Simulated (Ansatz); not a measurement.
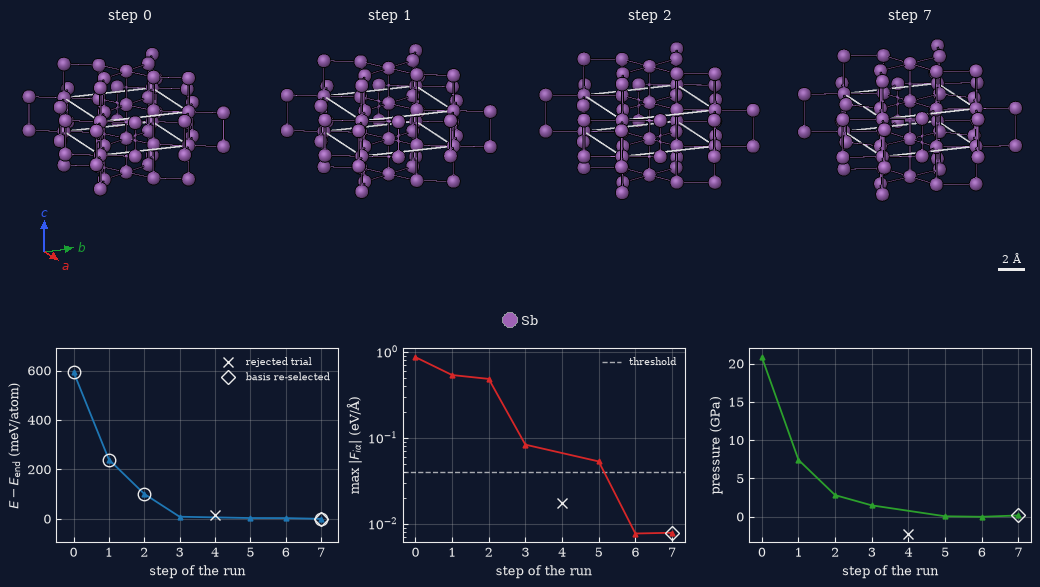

Frames of a relaxation of a crystal of Sb (a generated structure, set up in P4/mbm) (coarse preliminary run), marked on the history of the run. The picture is a ball-and-stick view of the cell of the calculation, seen slightly off an axis.

The calculation used DFT PBE, scalar-relativistic, plane waves, PAW (Ansatz 0.2.0). Settings: plane-wave cutoff 420 eV; k-point mesh 2 × 2 × 6; occupations gaussian; smearing width 0.1 eV; no spin polarisation; cell and atoms relaxed; force threshold 0.04 eV/Å; at most 70 steps.

### Describe the path.

The largest moves relative to the cell, 0.52 Å, are those of Sb atoms. Cell: a = b 7.561 → 8.016 Å (+6.0 %), c 2.773 → 3.103 Å (+11.9 %). Volume +25.8 %. Among the contacts that change: Sb–Sb 3.781 → 2.963 Å, Sb–Sb 2.786 → 3.140 Å, Sb–Sb 2.773 → 3.103 Å. Bond angles that change, for instance: Sb–Sb–Sb 147.4° → 129.0°. The space group stays P4/mbm (No. 127). The energy falls by 595 meV per atom in 5 accepted moves (7 points after the start). Largest force component: 0.86 eV/Å at the start, 0.0078 eV/Å at the end. Pressure: 20.85 GPa at the start and 0.16 GPa at the end. The line search rejected the trial step at point 4 of the run. The SCF was repeated once at an unchanged geometry on a basis and grid sized afresh for the cell, which shifted the energy by 3.0 meV per atom at most. Cost: 70 s on 1 thread of Arm Neoverse V1, on a shared host, peak memory 0.45 GiB. From step 0 to 1: Sb atoms move most (0.08 Å), volume +13.4 %, energy −355 meV per atom. From step 1 to 2: Sb atoms move most (0.20 Å), volume +4.8 %, energy −139 meV per atom. From step 2 to 7: Sb atoms move most (0.23 Å), volume +5.8 %, energy −101 meV per atom.

Limits of the set-up: the k-point mesh is coarse for a cell with partly filled bands.
